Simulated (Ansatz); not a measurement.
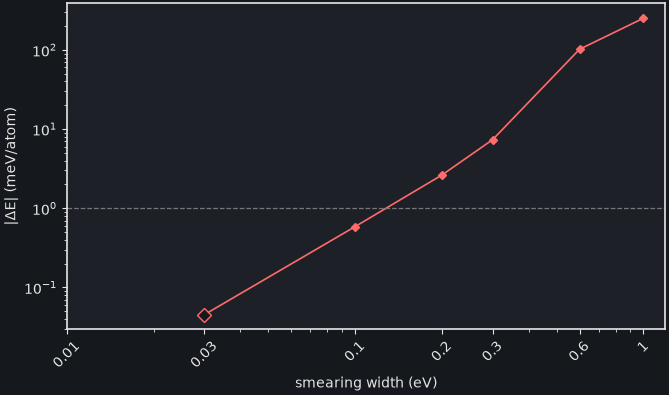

Convergence test: the smearing width is varied and all else is held.
The run: Ce (Fm-3m, 1 atom in the cell), by DFT, r2SCAN, plane waves (500 eV) with PAW, scalar-relativistic in Ansatz 0.2.0; 12×12×12 k-mesh, no spin polarisation, Methfessel–Paxton smearing.
ΔE is the free energy less its value at the smallest setting, 0.01 eV.
Dashed lines or grey bands mark the tolerance: 1 meV/atom.
On logarithmic panels, open markers lie below the reference value and filled ones above.

What is enough for the free energy to 1 meV/atom?

The free energy is within 1 meV/atom of the smallest setting's value from 0.1 eV down. It is off by 250 meV/atom at 1 eV, 7.4 meV/atom at 0.3 eV and 2.6 meV/atom at 0.2 eV (on both sides of it).
